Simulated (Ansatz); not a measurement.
**Single-point calculation of Rh6H**

Rh6H (slab, 14 atoms in the cell), computed with DFT PBE, scalar-relativistic, plane waves, PAW, no spin polarisation (Ansatz 0.2.0).

The structure derives from an entry of the Crystallography Open Database. Figures and captions count atoms from 1; the log counts them from 0 in places.

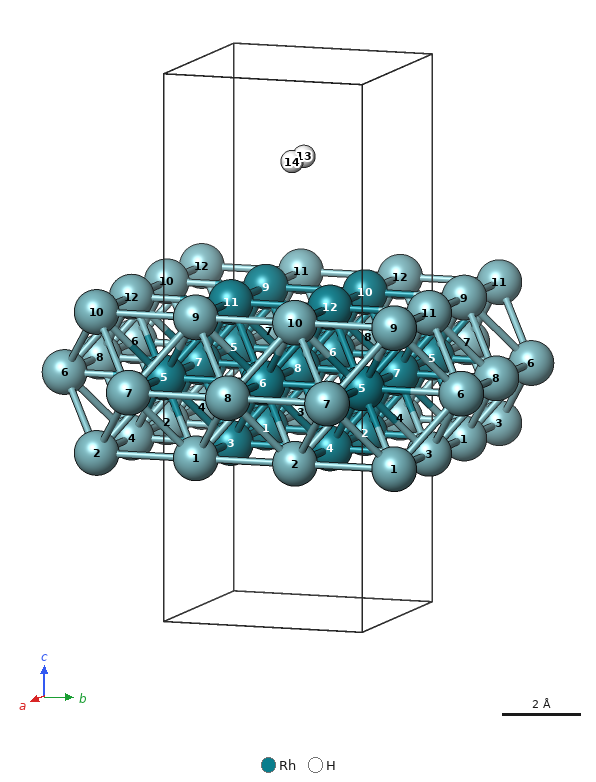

The structure as given in the input (ball-and-stick view of the cell of the calculation, with the vacuum cut short, seen slightly off an axis; neighbours outside the cell are drawn fainter; atoms are numbered from 1 in the order of the input).

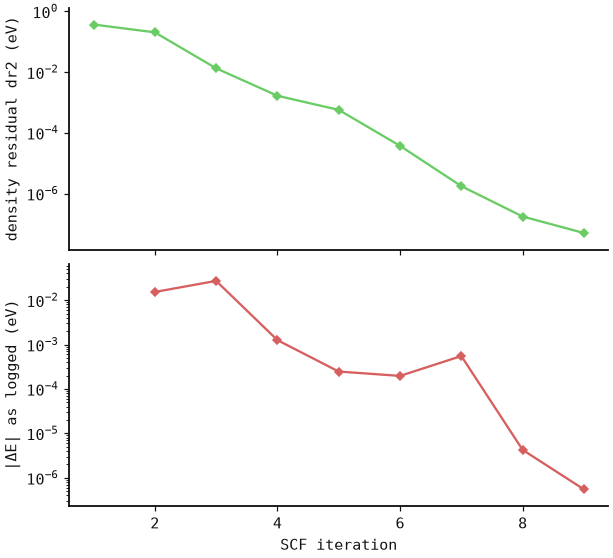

Convergence of the self-consistent field: density residual dr2 and size of the energy change against the SCF iteration. The residual falls at every step.

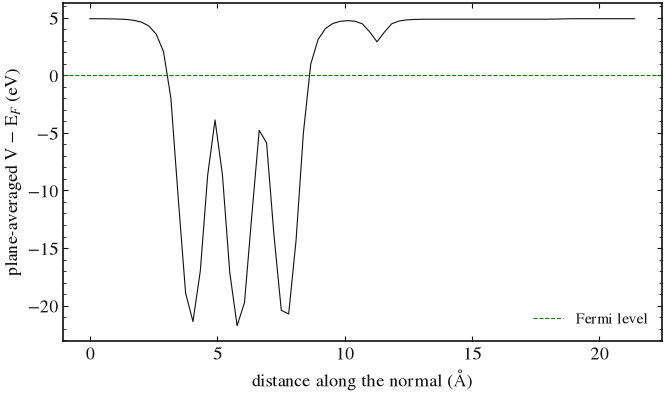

Plane average of the electrostatic potential energy of an electron across the cell, from the Fermi level. The vacuum level lies 4.88 eV above the Fermi level on the upper side and 4.92 eV on the lower.

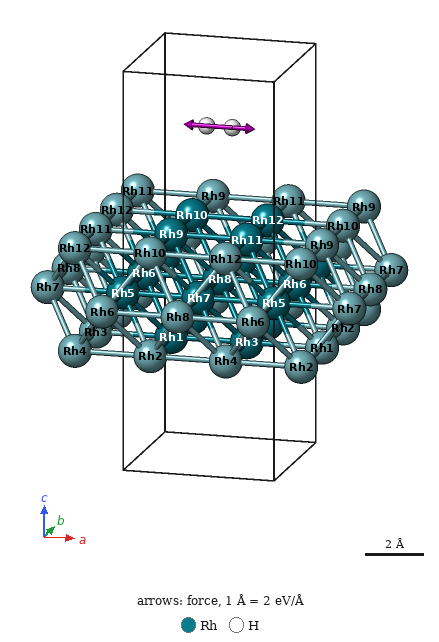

Forces on the atoms as pink arrows (ball-and-stick view of the cell of the calculation, with the vacuum cut short, seen slightly off an axis; neighbours outside the cell are drawn fainter; atoms are numbered from 1 in the order of the input); the smallest are left out. The largest act on H13, H14 (3.51 eV/Å). The geometry is not a stationary point of this energy.

The input and output of the run follow.

Input
```yaml
crystal:
  lattice:
    - [5.4163401145, 0.0, 0.0]
    - [0.0, 5.4163401145, 0.0]
    - [0.0, 0.0, 21.6737367085]
  atoms:
    - { symbol: Rh, position: [0.25, 0.25, 0.1845551625] }
    - { symbol: Rh, position: [0.25, 0.75, 0.1845551625] }
    - { symbol: Rh, position: [0.75, 0.25, 0.1845551625] }
    - { symbol: Rh, position: [0.75, 0.75, 0.1845551625] }
    - { symbol: Rh, position: [0.0, 0.0, 0.2693761947] }
    - { symbol: Rh, position: [0.0, 0.5, 0.2693761947] }
    - { symbol: Rh, position: [0.5, 0.0, 0.2693761947] }
    - { symbol: Rh, position: [0.5, 0.5, 0.2693761947] }
    - { symbol: Rh, position: [0.25, 0.25, 0.3540569313] }
    - { symbol: Rh, position: [0.25, 0.75, 0.3540569313] }
    - { symbol: Rh, position: [0.75, 0.25, 0.3540569313] }
    - { symbol: Rh, position: [0.75, 0.75, 0.3540569313] }
    - { symbol: H, position: [0.4151641163, 0.5, 0.5201565775] }
    - { symbol: H, position: [0.5848358837, 0.5, 0.5201565775] }
basis:
  ecutwfc: 420
kpoints:
  mp_grid: { grid: [5, 5, 1] }
hamiltonian:
  xc: pbe
scf:
  occupations: { method: gaussian, width: 0.1 }
output:
  forces: true
  eigenvalues: true
efield:
  axis: 3
  dipole_correction: true
  ramp_width: 0.04
```

Run as:
```bash
ansatz run input.yaml --threads 4 --pin off --max-ram 12288MiB --backend cpu --events-out ev --progress --plain --runs-dir out
```

What the program printed
```
Engine: ansatz 0.2.0, x86_64-unknown-linux-gnu
Pseudopotentials: kind: paw
Pseudopotential: Rh, paw, valence charge 17, recommended cutoff 420 eV (normal), Rh.paw.azcp
Pseudopotential: H, paw, valence charge 1, recommended cutoff 420 eV (normal), H.paw.azcp
Functional definition: PBE
  parameter kappa = 0.804
  parameter beta = 0.06672455060314922
  exchange = pbe_x(kappa = kappa, mu = beta*pi^2/3)
  correlation = pbe_c(beta = beta)
Crystal: 14 atoms, lattice volume = 635.837 Å³
Basis set: ecut = 420 eV, 12341 PW (Γ), exchange–correlation on 80×80×300 points (8 copies of the dense FFT grid, shifted against one another)
Bands: 124, of which v1, the nominal top of the filled ones, is band 103 counted from 1 (102 counted from 0)
Symmetry: 4 space group operations
Space group: Pmm2 (ITA 25), of the structure as read, at distance tolerance 8.6e-5 Å
k-points: 9 of 25
Non-local potential: Rh, projectors of the file, l = 0: 3, l = 1: 2, l = 2: 2, l = 3: 1
Non-local potential: H, projectors of the file, l = 0: 2, l = 1: 1
PAW form: soft (Blöchl's): semilocal exchange-correlation on the pseudo side does not see the compensation charge
PAW one-centre angular grid: Rh, 590 points (default); XC on 64 Gauss nodes
PAW one-centre angular grid: H, 110 points (default); XC on 64 Gauss nodes
Initial density: superposition of atomic densities (neutral atoms: chi_scale 0, normalization atom), corrected by the library's trained network
Initial wavefunctions: pseudopotential atomic-orbital guess
Functional: x = pbe(κ = 0.804, μ = 0.2195149727645171), c = pbe(β = 0.06672455060314922)
SCF iter   1: F=—  HF=-76857.540765 eV  |F-HF|=—  |Δ(HF+E_count)|=         —  Δρ=7.80e-3  dr2=3.67e-1  ethr=1.77e-3  p=-0.044 e·Å  D=-1.24e-2 V/Å  ΔV_dip=0.27 eV  dr2_dipole=8.66e-2  V_vac-E_F(+/−)=4.97/4.70 eV  ⟨swp⟩=7.7  Hψ=4642  notcnv=0  defer=8
efield: sawtooth ramp at fractional position 0.8324 (placed from the atoms, in the widest stretch of the axis that holds none; the zero of the levels goes with the place), width 0.0400; the density the first Hamiltonian is built on has a dipole p = -0.044 e·Å; the dipole correction subtracts the counter field D = -1.24e-2 V/Å, which shifts the + side's vacuum level by +0.27 eV against the − side's; the planar-averaged density in the ramp window peaks in size at 6.8e-5 e/Å³
preconditioner: auto → LDOS  [metal: Δε(μ)=0.008 eV  Ē_g=4.926 eV  σ=0.100 eV  W_gap=0.04  n_scr=110 (ndim 8)  ℏωp=15.4 eV  f_vac=0.641  D(μ)=20.51/eV (n_scr^D=148)  β→1.0]
SCF iter   2: F=—  HF=-76857.556101 eV  |F-HF|=—  |Δ(HF+E_count)|=   1.53e-2  Δρ=6.35e-3  dr2=2.03e-1  ethr=1.78e-4  p=-0.010 e·Å  D=-2.82e-3 V/Å  ΔV_dip=0.06 eV  dr2_dipole=4.55e-6  V_vac-E_F(+/−)=4.93/4.87 eV  ⟨swp⟩=2.0  Hψ=1911  notcnv=0  defer=73
SCF iter   3: F=—  HF=-76857.528868 eV  |F-HF|=—  |Δ(HF+E_count)|=   2.72e-2  Δρ=1.07e-3  dr2=1.33e-2  ethr=9.86e-5  p=-0.007 e·Å  D=-2.08e-3 V/Å  ΔV_dip=0.05 eV  dr2_dipole=7.48e-4  V_vac-E_F(+/−)=4.90/4.85 eV  ⟨swp⟩=2.0  Hψ=1613  notcnv=0  defer=73
SCF iter   4: F=—  HF=-76857.527609 eV  |F-HF|=—  |Δ(HF+E_count)|=   1.26e-3  Δρ=4.66e-4  dr2=1.66e-3  ethr=6.48e-6  p=-0.001 e·Å  D=-2.17e-4 V/Å  ΔV_dip=0.00 eV  dr2_dipole=1.66e-4  V_vac-E_F(+/−)=4.89/4.89 eV  ⟨swp⟩=3.1  Hψ=1973  notcnv=0  defer=73
SCF iter   5: F=—  HF=-76857.527856 eV  |F-HF|=—  |Δ(HF+E_count)|=   2.47e-4  Δρ=1.83e-4  dr2=5.69e-4  ethr=8.04e-7  p=0.003 e·Å  D=7.82e-4 V/Å  ΔV_dip=-0.02 eV  dr2_dipole=1.81e-5  V_vac-E_F(+/−)=4.88/4.90 eV  ⟨swp⟩=2.0  Hψ=1483  notcnv=0  defer=73
SCF iter   6: F=—  HF=-76857.528053 eV  |F-HF|=—  |Δ(HF+E_count)|=   1.97e-4  Δρ=5.22e-5  dr2=3.73e-5  ethr=2.76e-7  p=0.005 e·Å  D=1.55e-3 V/Å  ΔV_dip=-0.03 eV  dr2_dipole=4.06e-7  V_vac-E_F(+/−)=4.88/4.91 eV  ⟨swp⟩=2.0  Hψ=1262  notcnv=0  defer=73
SCF iter   7: F=—  HF=-76857.527502 eV  |F-HF|=—  |Δ(HF+E_count)|=   5.52e-4  Δρ=1.65e-5  dr2=1.76e-6  ethr=1.81e-8  p=0.006 e·Å  D=1.77e-3 V/Å  ΔV_dip=-0.04 eV  dr2_dipole=1.58e-9  V_vac-E_F(+/−)=4.88/4.92 eV  ⟨swp⟩=2.2  Hψ=1500  notcnv=0  defer=73
SCF iter   8: F=—  HF=-76857.527506 eV  |F-HF|=—  |Δ(HF+E_count)|=   4.25e-6  Δρ=4.27e-6  dr2=1.76e-7  ethr=8.54e-10  p=0.006 e·Å  D=1.81e-3 V/Å  ΔV_dip=-0.04 eV  dr2_dipole=1.84e-8  V_vac-E_F(+/−)=4.88/4.92 eV  ⟨swp⟩=2.2  Hψ=1533  notcnv=0  defer=73
SCF iter   9: F=-76857.527507 eV  HF=-76857.527506 eV  |F-HF|=3.84e-7  |Δ(HF+E_count)|=   5.48e-7  Δρ=2.39e-6  dr2=5.04e-8  ethr=4.85e-11  p=0.006 e·Å  D=1.84e-3 V/Å  ΔV_dip=-0.04 eV  dr2_dipole=3.34e-9  V_vac-E_F(+/−)=4.88/4.92 eV  ⟨swp⟩=20.7  Hψ=5277  notcnv=0
SCF 1 converged in 9 iterations: F = -76857.527507 eV  dr2 = 5.04e-8
  greatest PAW one-centre occupation: 1.000 electrons in one spin orbital (limit 2), on the Rh atom at site 4 (counted from 0), in its partial waves of l = 0
SCF converged after 9 iterations
Free energy (F): -76857.527507 eV
Harris-Foulkes:  -76857.527506 eV  (|F-HF|=3.84e-7)
Internal energy: -76857.426404 eV  (E = F + TS)
E sigma→0 (E₀):  -76857.476955 eV
Entropy (-TS):   -0.101103 eV (-7.222 meV/atom)
Fermi energy:    2.259418 eV
Dipole field:    D = 0.001882 V/Å  (p = 0.006614 e·Å, saw-weighted, corrected)
Work function:   Φ+ = 4.8789 eV   Φ− = 4.9197 eV
Levels:          The Fermi level and band energies are counted from a zero that moves with the ramp; work functions are not
--- Per-component energies (eV) ---
  E_band       = -5041.692116
  E_kinetic    = 6890.679789
  E_local      = -281731.117958  (includes V_loc(G=0)·N_el)
  E_nonlocal   = 4276.050111
  E_hartree    = 136065.497649
  E_xc         = -2664.919294
  E_vxc        = -3343.888872  (∫ρ·V_xc dr)
  E_paw        = -43050.674716  (= ΣΔE_a)
  E_vpaw       = -3265.136087  (= ΣTr[D̂ρ^β])
  E_aug_tail   = 0.008057  (compensation charges beyond the density's cutoff)
  E_efield     = 0.000006  (sawtooth field / dipole correction)
  E_vefield    = 0.677316  (∫n·V_field dr)
  E_ewald      = 103357.049953
  E_smearing   = -0.101103  (= −TS)
  E_closure    = -0.000000  (closes the sum)
  Σ components = -76857.527507   (vs F -76857.527507, Δ=0.00e0)
--- Forces (eV/Å), atoms counted from 1 ---
  atom   1  Rh    -0.00129447    -0.00031042     0.03722244
  atom   2  Rh    -0.00129447     0.00031042     0.03722244
  atom   3  Rh     0.00129447    -0.00031042     0.03722244
  atom   4  Rh     0.00129447     0.00031042     0.03722244
  atom   5  Rh     0.00000000     0.00000000    -0.02249963
  atom   6  Rh     0.00000000     0.00000000    -0.02652529
  atom   7  Rh     0.00000000     0.00000000    -0.02701117
  atom   8  Rh     0.00000000     0.00000000    -0.02290256
  atom   9  Rh    -0.00413542    -0.00124790    -0.01412340
  atom  10  Rh    -0.00413542     0.00124790    -0.01412340
  atom  11  Rh     0.00413542    -0.00124790    -0.01412340
  atom  12  Rh     0.00413542     0.00124790    -0.01412340
  atom  13  H      3.51462080     0.00000000     0.00317124
  atom  14  H     -3.51462080     0.00000000     0.00317124
  max |Σ_I F_I| component: 2.00e-4 eV/Å
--- Band table (eV; the first three rows and the last of 9) ---
  k-point 0: bands = ["-76.6153", "-76.5763", "-76.5732", "-76.5405", "-75.9404", "-75.9338", "-75.9068", "-75.9068", "-75.9037", "-75.9037", "-75.8727", "-75.8696", "-44.7355", "-44.7354", "-44.6821", "-44.6821", "-44.5569", "-44.5445", "-44.5424", "-44.3947", "-44.3342", "-44.3341", "-44.2833", "-44.2832", "-44.0382", "-44.0378", "-43.9974", "-43.9973", "-43.9496", "-43.9496", "-43.9217", "-43.9209", "-43.7856", "-43.7438", "-43.7438", "-43.7135", "-43.7064", "-43.6867", "-43.6867", "-43.6861", "-43.6746", "-43.6745", "-43.6537", "-43.6536", "-43.6456", "-43.6451", "-43.6418", "-43.6415", "-4.5688", "-3.4734", "-3.3029", "-3.1869", "-3.1333", "-3.1331", "-2.9973", "-2.9973", "-2.9672", "-2.8577", "-2.8577", "-2.6368", "-2.5115", "-1.9763", "-1.7605", "-1.3843", "-1.3842", "-0.9333", "-0.9321", "-0.8334", "-0.8319", "-0.7682", "-0.6357", "-0.6355", "-0.5104", "-0.5085", "-0.3513", "-0.3513", "-0.3231", "-0.3231", "-0.2374", "-0.2374", "-0.2066", "-0.2063", "0.7181", "0.9567", "0.9567", "1.1171", "1.1193", "1.2055", "1.4420", "1.5035", "1.5036", "1.6599", "1.8226", "1.8228", "2.0762", "2.0766", "2.3111", "2.3663", "2.3678", "2.4812", "2.5619", "2.6063", "2.6064", "2.6962", "2.8190", "2.8199", "2.9133", "2.9424", "2.9425", "3.0947", "3.6752", "3.6802", "3.8335", "3.8357", "4.8303", "4.9822", "4.9861", "5.0366", "5.0384", "6.8506", "7.0395", "7.1399", "7.1751", "7.2547"]
  k-point 1: bands = ["-76.6115", "-76.5790", "-76.5711", "-76.5438", "-75.9371", "-75.9310", "-75.9099", "-75.9067", "-75.9036", "-75.9004", "-75.8760", "-75.8728", "-44.7291", "-44.6999", "-44.6854", "-44.6472", "-44.5517", "-44.5394", "-44.5310", "-44.4116", "-44.3768", "-44.3293", "-44.3280", "-44.2882", "-44.0235", "-44.0026", "-43.9874", "-43.9642", "-43.9554", "-43.9266", "-43.9240", "-43.9086", "-43.7749", "-43.7403", "-43.7335", "-43.7210", "-43.7113", "-43.7085", "-43.6958", "-43.6933", "-43.6888", "-43.6779", "-43.6732", "-43.6716", "-43.6681", "-43.6526", "-43.6474", "-43.6435", "-4.3308", "-3.3062", "-3.1575", "-3.1423", "-2.9870", "-2.9003", "-2.8988", "-2.8805", "-2.8194", "-2.7988", "-2.7314", "-2.6020", "-2.3844", "-1.7859", "-1.7240", "-1.6283", "-1.2428", "-1.2256", "-1.0362", "-1.0295", "-0.9834", "-0.8126", "-0.7149", "-0.6515", "-0.4965", "-0.3955", "-0.3872", "-0.3219", "-0.2687", "-0.2079", "-0.1996", "-0.1905", "-0.1905", "0.2680", "0.4338", "0.8545", "0.9046", "0.9894", "1.0320", "1.0866", "1.2467", "1.5107", "1.5393", "1.7234", "1.7758", "1.8013", "1.8798", "1.9284", "1.9572", "1.9798", "2.1279", "2.2289", "2.2819", "2.4118", "2.5071", "2.6409", "2.7457", "2.7663", "2.7790", "2.7814", "3.0510", "3.0519", "3.0520", "3.2407", "3.2656", "3.4315", "4.9373", "5.2227", "5.4628", "5.5878", "6.0216", "6.9474", "7.0188", "7.0446", "7.2205", "7.4888"]
  k-point 2: bands = ["-76.6015", "-76.5889", "-76.5628", "-76.5523", "-75.9285", "-75.9236", "-75.9181", "-75.9144", "-75.8950", "-75.8919", "-75.8845", "-75.8814", "-44.7134", "-44.6963", "-44.6050", "-44.5541", "-44.5410", "-44.5351", "-44.4975", "-44.4823", "-44.4523", "-44.4337", "-44.3167", "-44.3010", "-43.9964", "-43.9723", "-43.9646", "-43.9421", "-43.9096", "-43.8768", "-43.8642", "-43.8533", "-43.7978", "-43.7916", "-43.7679", "-43.7610", "-43.7343", "-43.7308", "-43.7196", "-43.7123", "-43.7098", "-43.7003", "-43.6890", "-43.6869", "-43.6639", "-43.6544", "-43.6499", "-43.6466", "-3.7557", "-3.2830", "-2.8506", "-2.8252", "-2.6965", "-2.6883", "-2.6543", "-2.5795", "-2.4423", "-2.3870", "-2.3804", "-2.3686", "-2.3441", "-2.3128", "-2.0947", "-1.8303", "-1.5541", "-1.4172", "-1.2634", "-1.2532", "-0.9087", "-0.6448", "-0.5465", "-0.5170", "-0.3380", "-0.1729", "-0.1570", "-0.1564", "-0.1388", "-0.0697", "-0.0446", "0.0561", "0.3242", "0.3646", "0.4060", "0.4486", "0.4754", "0.5354", "0.6055", "0.7790", "1.2013", "1.2782", "1.2874", "1.3060", "1.3836", "1.4010", "1.4293", "1.5402", "1.6593", "1.7399", "1.7939", "1.8366", "1.8516", "1.9729", "2.2672", "2.2820", "2.2841", "2.4401", "2.5315", "2.6197", "2.6846", "2.9474", "2.9687", "3.0923", "3.1483", "4.2226", "5.2411", "5.7443", "6.2409", "6.4182", "6.6183", "6.7040", "6.7879", "7.3884", "7.4220", "7.9193"]
  k-point 8: bands = ["-76.5885", "-76.5777", "-76.5747", "-76.5647", "-75.9168", "-75.9129", "-75.9064", "-75.9064", "-75.9031", "-75.9031", "-75.8960", "-75.8929", "-44.5842", "-44.5839", "-44.5721", "-44.5625", "-44.5180", "-44.5040", "-44.5016", "-44.4760", "-44.4697", "-44.4550", "-44.4464", "-44.4461", "-43.8872", "-43.8857", "-43.8852", "-43.8842", "-43.8666", "-43.8661", "-43.8495", "-43.8484", "-43.7930", "-43.7874", "-43.7756", "-43.7715", "-43.7711", "-43.7639", "-43.7635", "-43.7582", "-43.7205", "-43.7172", "-43.7116", "-43.7114", "-43.7058", "-43.7057", "-43.7032", "-43.6921", "-2.9324", "-2.5611", "-2.5014", "-2.4977", "-2.4378", "-2.2124", "-2.1743", "-2.1716", "-2.1713", "-2.1488", "-2.0252", "-2.0180", "-1.9501", "-1.9489", "-1.6816", "-1.5687", "-1.5670", "-1.4757", "-1.4533", "-1.4528", "-1.0110", "-0.8626", "-0.7755", "-0.6657", "-0.6654", "-0.5354", "-0.4690", "-0.4181", "-0.4180", "-0.0859", "0.0850", "0.3173", "0.3174", "0.3316", "0.3317", "0.4816", "0.5138", "0.5189", "0.6958", "0.8404", "0.8968", "0.8981", "0.9243", "1.0047", "1.0115", "1.0385", "1.0396", "1.1922", "1.3379", "1.3658", "1.4662", "1.4663", "1.6315", "1.8194", "1.8912", "1.8990", "2.0025", "2.0025", "2.1922", "2.1987", "2.7057", "2.8114", "2.8120", "2.8558", "2.8638", "3.2442", "4.0872", "4.1079", "5.2040", "5.5733", "6.3073", "6.6670", "6.9420", "7.8098", "7.8427", "8.2597"]
```

Key numbers

| quantity | value |
| --- | --- |
| outcome | converged |
| electrons treated | 206 |
| free energy | −76857.5275 eV |
| work function, top face | 4.88 eV |
| work function, bottom face | 4.92 eV |
| Fermi energy | 2.259 eV |
| gap on the k-point mesh | none (metallic) |
| work function (upper face) | 4.88 eV |
| largest force (length of the vector) | 3.515 eV/Å |
| hardware | 4 threads of Intel Xeon (Sapphire Rapids), 64 GiB of memory available, shared host |
| wall time | 12 s (CPU time 46 s) |
| peak memory | 1.8 GiB |
